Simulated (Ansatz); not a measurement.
## MgO (Fm-3m):H_i (bond centre, by O), thermodynamic levels from a 54-atom cell

Aim: at which Fermi levels does H_i (bond centre, by O) in MgO (Fm-3m) change its charge? The model is a cell of 54 host atoms with 1 H put in.

Program: Ansatz 0.2.0. Level of theory: place-levels on r2SCAN runs: charge-transition levels and formation energies with image-charge correction and potential alignment at the atomic sites; PAW set soft_1. Results are calculated unless marked as measured.

The experiments to compare with:

“Electronic structure of alkaline earth and post-transition metal oxides” (2009, arxiv:0908.1581) quotes from earlier work for MgO, rocksalt (bulk crystal): band gap (literature experimental gap) 7.83 eV [Literature value based on experiment; other listed experimental values range from 7.7 to …].

## Step 1: Starting point

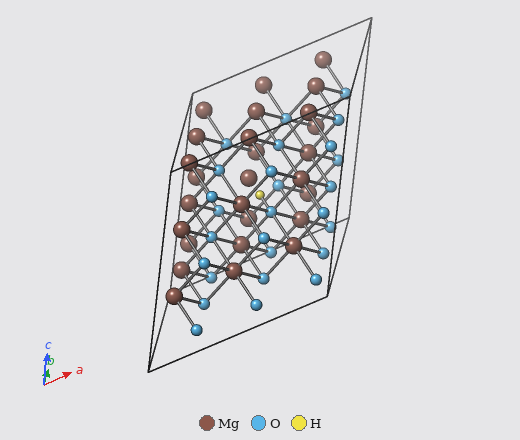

Start, viewed slightly off an axis; magnesium brown, oxygen blue, hydrogen yellow.

The cell holds 55 atoms: 27 Mg, 27 O and 1 H. Cell: a = 8.925 Å, b = 8.925 Å, c = 8.925 Å, α = 60.0°, β = 60.0°, γ = 60.0°. It derives from MgO (space group Fm-3m). Nearest the centre at fractional (0.417, 0.583, 0.583): H55 at 0.00 Å, O28 at 1.05 Å, Mg35 at 1.05 Å, Mg51 at 2.35 Å, Mg47 at 2.35 Å, Mg29 at 2.35 Å, Mg33 at 2.35 Å, O30 at 2.35 Å.

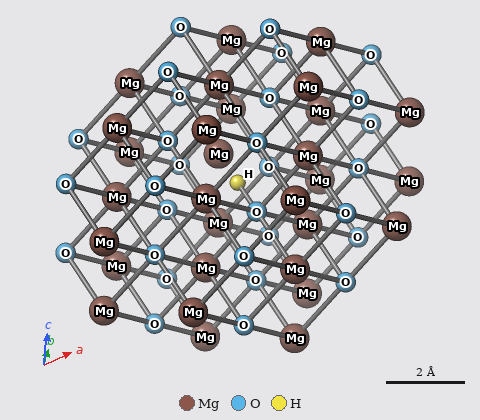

The atoms within 5 Å of the centre.

As a file:

```xyz
55
Lattice="0.0000 6.3112 6.3112 6.3112 0.0000 6.3112 6.3112 6.3112 0.0000" Properties=species:S:1:pos:R:3 pbc="T T T"
Mg    0.0000    0.0000    0.0000
O     2.1037    2.1037    2.1037
Mg    2.1037    2.1037    0.0000
O     4.2075    4.2075    2.1037
Mg    4.2075    4.2075    0.0000
O     6.3112    6.3112    2.1037
Mg    2.1037    0.0000    2.1037
O     4.2075    2.1037    4.2075
Mg    4.2075    2.1037    2.1037
O     6.3112    4.2075    4.2075
Mg    6.3112    4.2075    2.1037
O     8.4150    6.3112    4.2075
Mg    4.2075    0.0000    4.2075
O     6.3112    2.1037    6.3112
Mg    6.3112    2.1037    4.2075
O     8.4150    4.2075    6.3112
Mg    8.4150    4.2075    4.2075
O    10.5187    6.3112    6.3112
Mg    0.0000    2.1037    2.1037
O     2.1037    4.2075    4.2075
Mg    2.1037    4.2075    2.1037
O     4.2075    6.3112    4.2075
Mg    4.2075    6.3112    2.1037
O     6.3112    8.4150    4.2075
Mg    2.1037    2.1037    4.2075
O     4.2075    4.2075    6.3112
Mg    4.2075    4.2075    4.2075
O     6.3112    6.3112    6.3112
Mg    6.3112    6.3112    4.2075
O     8.4150    8.4150    6.3112
Mg    4.2075    2.1037    6.3112
O     6.3112    4.2075    8.4150
Mg    6.3112    4.2075    6.3112
O     8.4150    6.3112    8.4150
Mg    8.4150    6.3112    6.3112
O    10.5187    8.4150    8.4150
Mg    0.0000    4.2075    4.2075
O     2.1037    6.3112    6.3112
Mg    2.1037    6.3112    4.2075
O     4.2075    8.4150    6.3112
Mg    4.2075    8.4150    4.2075
O     6.3112   10.5187    6.3112
Mg    2.1037    4.2075    6.3112
O     4.2075    6.3112    8.4150
Mg    4.2075    6.3112    6.3112
O     6.3112    8.4150    8.4150
Mg    6.3112    8.4150    6.3112
O     8.4150   10.5187    8.4150
Mg    4.2075    4.2075    8.4150
O     6.3112    6.3112   10.5187
Mg    6.3112    6.3112    8.4150
O     8.4150    8.4150   10.5187
Mg    8.4150    8.4150    8.4150
O    10.5187   10.5187   10.5187
H     7.3631    6.3112    6.3112
```

Screening for the image-charge correction: ε∞ = 3.24, ε0 = 10.37, from a response run on this crystal (DFPT, PBEsol) at that run's own cell.

The cell's shortest repeat is 8.9 Å.

## Step 2: What was run first

Levels follow from differences of total energies between charge states, each relaxed by itself.

Random displacements of about 0.05 Å break the site symmetry at the start, so that the relaxation can reach a distorted minimum if there is one. Forces are taken at one point at (¼, ¼, ¼). The cell holds 1 electron more than the neutral one, with a uniform background that keeps it neutral on the whole.

The sampling was tested on the host first: at the k-points planned (1x1x1 shifted 0.25 0.25 0.25) its energy lies 0.020 eV an atom from the dense-mesh value, under the bound of 0.02 eV set for this test; that bounds the host's error, not the defect's.

One state's input; the others differ in charge, spin, start and seed, and in occupations where the table says so.

qm1.relax/input.yaml reads:

```yaml
crystal:
  lattice:
    - [0.0, 2.10374764, 2.10374764]
    - [2.10374764, 0.0, 2.10374764]
    - [2.10374764, 2.10374764, 0.0]
  atoms:
    - { symbol: Mg, position: [0.0, 0.0, 0.0] }
    - { symbol: O, position: [0.5, 0.5, 0.5] }
  supercell: [3, 3, 3]
  defects:
    - { interstitial: { symbol: H, position: [0.416667, 0.583333, 0.583333] } }
total_charge: -1
basis:
  ecutwfc: 500
  xc_grid: 2
hamiltonian:
  xc: r2scan
  pseudopotentials: { kind: paw, azcp: { folder: soft_1 } }
kpoints:
  mp_grid: { grid: [1, 1, 1], shift: [0.25, 0.25, 0.25] }
scf:
  occupations: { method: fixed }
  max_iter: 80
output:
  forces: true
  charged_corrections: { epsilon: 3.24, static_epsilon: 10.37 }
relax:
  f_tol: 0.02
  max_steps: 80
  random_displacement: { amplitude: 0.05, seed: 1611 }
checkpoint:
  write: "../qm1.relax.run"
  compress: false
  write_wavefunctions: true
  write_every: 100000
```

The run is started by

```bash
$ ansatz run input.yaml --threads 4 --pin off --max-ram 7536MiB --backend cpu --events-out ev --progress --plain --runs-dir out
```

The relaxed structure is kept and the sampling changed to a 2×2×2 shifted mesh.

The run of this state that the levels use, under r2SCAN:

qm1.point/input.yaml reads:

```yaml
crystal:
  checkpoint: "../qm1.relax.run"
  host: checkpoint
total_charge: -1
basis:
  ecutwfc: 500
  xc_grid: 2
hamiltonian:
  xc: r2scan
  pseudopotentials: { kind: paw, azcp: { folder: soft_1 } }
kpoints:
  mp_grid: { grid: [2, 2, 2], shift: [0.5, 0.5, 0.5] }
scf:
  occupations: { method: fermi_dirac, width: 0.01 }
  max_iter: 80
output:
  forces: true
  eigenvalues: true
  charged_corrections:
    epsilon: 3.24
    static_epsilon: 10.37
    defect_position: [0.416667, 0.583333, 0.583333]
  eigenstates: { localisation: true }
  populations: true
  band_densities: [{ bands: [v1, v1] }, { bands: [c1, c1] }]
  write_density: true
  write_potential: true
  volumetric_format: npy
checkpoint:
  read: "../qm1.relax.run"
  write: "../qm1.point.run"
  compress: false
  write_wavefunctions: false
  write_every: 100000
```

Relaxations under r2SCAN at one point at (¼, ¼, ¼); times on 4 threads of Arm Neoverse V1, shared host:

| charge | moment (μB) | occupations | outcome | steps | largest displacement against the far atoms (Å) | time |
| --- | --- | --- | --- | --- | --- | --- |
| −1 | 0 | fixed | converged | 14 | 1.48 | 2.5 min |
| 0 | 1 | fixed | converged | 13 | 1.48 | 5.4 min |
| +1 | 0 | fixed | converged | 9 | 0.92 | 1.7 min |

Single points under r2SCAN at a 2×2×2 shifted mesh; times on 4 threads of Arm Neoverse V1, shared host:

| charge | moment (μB) | occupations | outcome | time |
| --- | --- | --- | --- | --- |
| −1 | 0 | fermi-dirac | converged | 63 s |
| 0 | 1 | fermi-dirac | converged | 2.5 min |
| +1 | 0 | fermi-dirac | converged | 63 s |

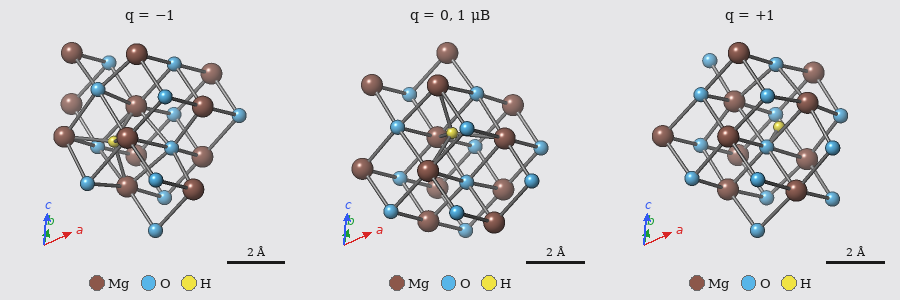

The structures near the centre after relaxation with r2SCAN, by charge.

Distances (Å) from H55 to the nearest atoms after relaxation with r2SCAN:

| charge | moment (μB) | 1. | 2. | 3. | 4. | 5. | 6. |
| --- | --- | --- | --- | --- | --- | --- | --- |
| −1 | 0 | Mg 1.76 | Mg 1.77 | Mg 1.77 | Mg 1.77 | O 2.06 | O 2.06 |
| 0 | 1 | Mg 1.86 | Mg 1.86 | Mg 1.86 | Mg 1.86 | O 1.92 | O 1.92 |
| +1 | 0 | O 0.97 | Mg 1.92 | Mg 1.92 | Mg 1.93 | O 2.20 | O 2.20 |

## Step 3: Levels against the band edges, r2SCAN

A charged cell interacts with its images and the background, and its potential has another zero than the host's. place-levels removes the first by a point-charge model, screened by the static dielectric constant since the ions have relaxed around the charge, and the second by comparing potentials at atoms far from the defect.

The host is a run of the defect-free crystal in the same cutoffs, grids and k-points, so that basis and sampling errors cancel in part in the differences. The host is run in a cell of 2 atoms on a matching mesh. Its band edges are searched through the zone by a band path, so the gap is smaller than, or equal to, that on the mesh. Chemical potentials are energies per atom of H (H2 molecule), run with the same functional and cutoff.

levels.point.yaml reads:

```yaml
host:
  run: host.point.run
states: [qm1.point.run, q0_M1.point.run, qp1.point.run]
geometry_from:
  qm1.point.run: qm1.relax.run
  q0_M1.point.run: q0_M1.relax.run
  qp1.point.run: qp1.relax.run
chemical_potentials:
  H:
    energy: -15.945394
    dataset: "<sha256 of the dataset>"
epsilon: 3.24
static_epsilon: 10.37
vertical:
  - { from: qm1.point.run, to: qm1.point_neutral.run }
  - { from: qp1.point.run, to: qp1.point_neutral.run }
```

The run is started by

```bash
$ ansatz place-levels levels.point.yaml -- --threads 4 --pin off --max-ram 7536MiB
```

Numbers of over 12 decimals in the logs are rounded to 6 here.

What it wrote:

```text
[... repeated set-up lines and file paths are left out, and long positions are rounded to six places ...]
(+1/0) 4.517 eV above the valence edge, 1.161 eV under the conduction edge; not on the lower envelope
(0/-1) 3.717 eV above the valence edge, 1.961 eV under the conduction edge; not on the lower envelope
(+1/-1) 4.117 eV above the valence edge, 1.561 eV under the conduction edge: charges between them are lowest nowhere
formation energy of charge +1: -0.495 eV with the Fermi level at the valence edge
formation energy of charge 0: +4.022 eV with the Fermi level at the valence edge
formation energy of charge -1: +7.739 eV with the Fermi level at the valence edge
vertical -1 to 0: no energy, since no alignment is typed
  the change from vertical[0].from (qm1.point.run) to vertical[0].to (qm1.point_neutral.run): by its potential at epsilon 3.24 it stands at 0.215 0.546 0.546, with an rms radius of about 1.1 Å (0.6 0.6 0.6 Å across the planes of the cell's vectors); [...]
vertical +1 to 0: no energy, since no alignment is typed
  the change from vertical[1].from (qp1.point.run) to vertical[1].to (qp1.point_neutral.run): by its potential at epsilon 3.24 it stands at 0.519 0.522 0.523, with an rms radius of about 3.1 Å (1.8 1.8 1.8 Å across the planes of the cell's vectors); [...]
  edges by r2scan, gap 5.678 eV; the host is sampled to repeats of 17.85 Å
  the defect's cells are sampled to repeats of 17.85 Å, like sampling
  charge +1: -67478.8341 eV with its correction of +0.307 eV, at epsilon 10.37, aligned at sites: +0.0547 eV, mean over 10 atomic sites at or beyond 4.46 Å from the defect at [0.4167, 0.5833, 0.5833], with +0.000000 for the charge's moments and without [...]
  charge 0: +0.000 eV for its dipole among its images, +0.000 omitted
  charge -1: -67455.2316 eV with its correction of +0.222 eV, at epsilon 10.37, aligned at sites: +0.0306 eV, mean over 10 atomic sites at or beyond 4.46 Å from the defect at [0.4167, 0.5833, 0.5833], with +0.000000 for the charge's moments and without [...]
  of states[2] (qp1.point.run): it parts from the run at its places by a charge that spreads by about 1.8 Å along one vector (1.3 Å or more is wide), by its potential at epsilon 3.24, taken for that of held ions (one typed too small widens it), where the cell [...]
  of states[1] (q0_M1.point.run): its alignment with the host at atomic sites is doubtful: the cell is too small to show whether the defect's potential has decayed: take a larger one; stability_check_not_made
  of states[0] (qm1.point.run): its alignment with the host at atomic sites is doubtful: the cell is too small to show whether the defect's potential has decayed: take a larger one
  of vertical[0].to (qm1.point_neutral.run): stability_check_not_made
  of vertical[1].from (qp1.point.run): it parts from the run at its places by a charge that spreads by about 1.8 Å along one vector (1.3 Å or more is wide), by its potential at epsilon 3.24, taken for that of held ions (one typed too small widens it), where [...]
  of vertical[1].to (qp1.point_neutral.run): its moments are held at its close (magnetization.spin_locking), by a field of 0.351 eV a Bohr magneton, and its energy and levels are of the state that this holds: a run that lets them go can end lower; [...]
```

The job ended after 0.33 s (4 threads of Arm Neoverse V1, shared host).

Levels between the charges placed, in eV above the valence top:

|  | gap (eV) | (+1/0) | (0/−1) |
| --- | --- | --- | --- |
| r2SCAN | 5.68 | 4.52 | 3.72 |

Corrections by state:

| charge | moment (μB) | image terms and alignment (eV) | band filling (eV) | ε used | over the lowest of its charge, as the program ranks them, band filling apart (eV) |
| --- | --- | --- | --- | --- | --- |
| +1 | 0.0 | 0.307 | - | 10.37 | 0.000 |
| 0 | 1.0 | 0.000 | - | - | 0.000 |
| −1 | 0.0 | 0.222 | - | 10.37 | 0.000 |

The charged structures listed were also run neutral, and place-levels reads from each pair, by the potential or the spins, how wide the charge is by which they differ; that can be the carrier of either run.

| charge | rms radius (Å) | spread where it is widest against the cell (Å) | wide from (Å) | reading |
| --- | --- | --- | --- | --- |
| +1 | 3.1 | 1.77 | 1.26 | wide |
| −1 | 1.1 | 0.64 | 1.26 | narrow |

The neutral runs of these pairs need not share the spin of the lowest neutral state, and very wide values only mean spread over the cell.

From the program's caveats on the states, each cut to its opening words:

- charge +1: it parts from the run at its places by a charge that spreads by about 1.8 Å along one vector (1.3 Å or more is wide), by its potential at epsilon 3.24, taken [...]
- charge +1, 0 (1 μB), −1: its alignment with the host at atomic sites is doubtful: the cell is too small to show whether the defect's potential has decayed: take a larger one
- charge +1: the far atoms show a dipole or second moment of the defect's charge, for which the correction takes or leaves out 0.232 eV: further moments aren't read, and [...]
- charge 0 (1 μB): flagged: stability check not made

The host's formation energy from the elements is -2.963 eV per atom; it sets how far the chemical potentials can move.

Limit set by the element alone; other compounds of these elements are not counted. Chemical potentials from the elements' reference states: Mg 0.00 eV, O -5.93 eV, H 0.00 eV. Formation energy by charge state (Mg-rich; gap 5.68 eV):

| charge | at valence top (eV) | at conduction bottom (eV) | correction included (eV) |
| --- | --- | --- | --- |
| +1 | -0.49 | 5.18 | 0.31 |
| 0 | 4.02 | 4.02 | 0.00 |
| −1 | 7.74 | 2.06 | 0.22 |

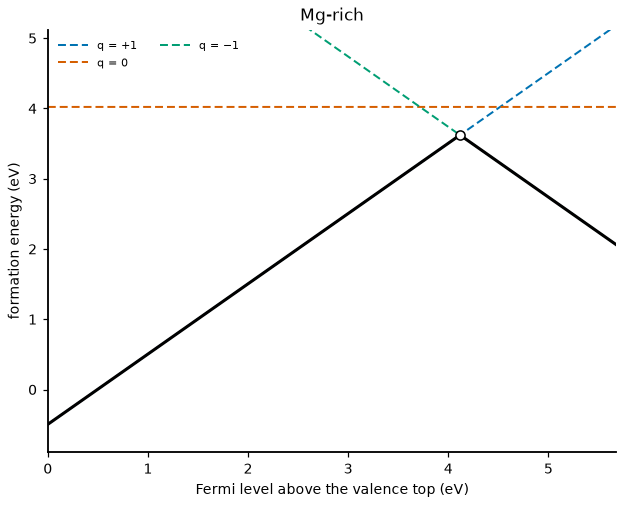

Formation energy against Fermi level; the thick line follows the lowest charge state and circles mark the transition levels.

Limit set by the element alone; other compounds of these elements are not counted. Chemical potentials from the elements' reference states: O 0.00 eV, Mg -5.93 eV, H 0.00 eV. Formation energy by charge state (O-rich; gap 5.68 eV):

| charge | at valence top (eV) | at conduction bottom (eV) | correction included (eV) |
| --- | --- | --- | --- |
| +1 | -0.49 | 5.18 | 0.31 |
| 0 | 4.02 | 4.02 | 0.00 |
| −1 | 7.74 | 2.06 | 0.22 |

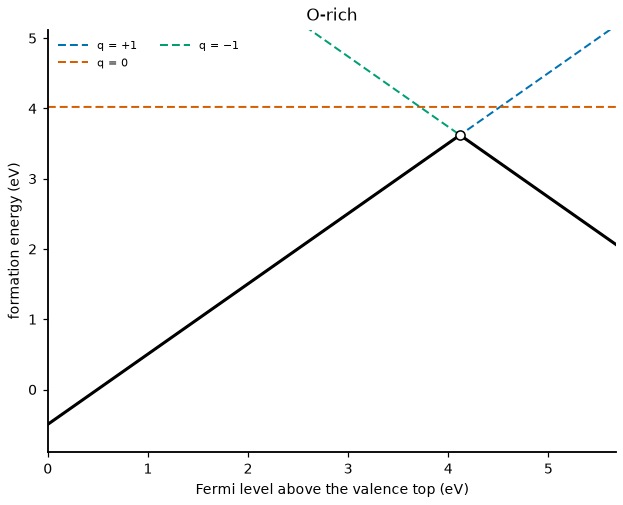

Formation energy against Fermi level; the thick line follows the lowest charge state and circles mark the transition levels.

## Step 4: Effect of the sampling

The relaxations' own energies give the levels at their sampling, for comparison.

levels.relax_mesh.yaml reads:

```yaml
host:
  run: host.relax.run
states: [qm1.relax.run, q0_M1.relax.run, qp1.relax.run]
chemical_potentials:
  H:
    energy: -15.945394
    dataset: "<sha256 of the dataset>"
```

The run is started by

```bash
$ ansatz place-levels levels.relax_mesh.yaml -- --threads 4 --pin off --max-ram 7536MiB
```

What it wrote:

```text
[...]
formation energy of charge +1: -0.473 eV with the Fermi level at the valence edge
formation energy of charge 0: +4.002 eV with the Fermi level at the valence edge
formation energy of charge -1: +7.604 eV with the Fermi level at the valence edge
  edges by r2scan, gap 5.659 eV; the host is sampled to repeats of 8.93 Å
[... the lines on each state left out ...]
```

The job ended after 0.11 s (4 threads).

Levels between neighbouring charges, in eV above the valence top:

|  | gap (eV) | (+1/0) | (0/−1) |
| --- | --- | --- | --- |
| one point at (¼, ¼, ¼) | 5.66 | 4.48 | 3.60 |
| a 2×2×2 shifted mesh | 5.68 | 4.52 | 3.72 |

Going from one point at (¼, ¼, ¼) to a 2×2×2 shifted mesh moves the levels that carry no band-filling term by up to 0.11 eV and formation energies against the elements by up to 0.13 eV.

## Step 5: Summary of results

```
gap of the host                                                          : 5.68 eV (r2SCAN)
level (plus 1/0)                                                         : 4.52 eV above the valence top, not a change between lowest states
level (0/minus 1)                                                        : 3.72 eV above the valence top, not a change between lowest states
level (plus 1/minus 1)                                                   : 4.12 eV above the valence top
lowest of the charges placed, just above the valence top (0.02 eV)       : +1
lowest of the charges placed, just below the conduction bottom (0.02 eV) : −1
lowest formation energy at mid-gap of the charges run, Mg-rich           : 2.34 eV
lowest formation energy at mid-gap of the charges run, O-rich            : 2.34 eV
```

Of the charges placed (−1, 0 and +1), the lowest changes at 4.12 eV (+1/−1) above the valence top, in a gap of 5.68 eV. (+1/−1) passes over charge 0, which lies 0.40 eV above the two there; a lower structure or spin state of it, if missed, would change that. Charges above +1 and below −1 were not placed, so these runs say nothing of levels that involve them. States placed: +1 at 0 μB; 0 at 1 μB; −1 at 0 μB. Other spin states or structures, where not listed, weren't placed. At charge −1, 0 and +1 the atom put in ends up to 1.5 Å from its starting place, so the name tells the start alone and the levels can join different sites. H is taken at its element; compounds, which aren't counted here, bound the chemical potentials and would shift these formation energies. Going from one point at (¼, ¼, ¼) to a 2×2×2 shifted mesh moves the levels that carry no band-filling term by up to 0.11 eV and formation energies against the elements by up to 0.13 eV. The program doubts the alignment of potentials for at least one state, a sign that the cell is small. Limits: the images are only 8.9 Å apart; r2SCAN makes the gap too small and tends to spread out bound carriers; where a gas molecule sets a chemical potential or the host's formation energy, its binding is uncorrected.

Computed beside measured:

| quantity | measured | r2SCAN |
| --- | --- | --- |
| band gap (least gap of the host) (eV) | 7.83 | 5.68 (-2.15 eV) |

Measured values from arxiv:0908.1581 (2009).

Verdict: The band gap is off by -2.15 eV: a clear miss. Local and semilocal functionals usually give gaps below the measured ones. Zero-point and thermal motion shift the measured gap.

[Logs are printed without paths, hosts, clocks, repeated set-up lines and the standing remarks that a program may print on its own settings, such as how far it seeks lower states.]

[Hosts, paths, dates, database ids (printed as entryN), source tags and the programs' standing remarks are cut or masked in the printed files.]

[Where a table of states has a column of steps, it counts the stored structures, which are thinned; the runs took as many ionic steps or more.]

[A defect's name tells the site on which it was built; relaxed atoms can leave that site.]

[For some hosts the program warned that the k-mesh of the response run may be too coarse for force constants and the static dielectric constant; such warnings are not shown here.]
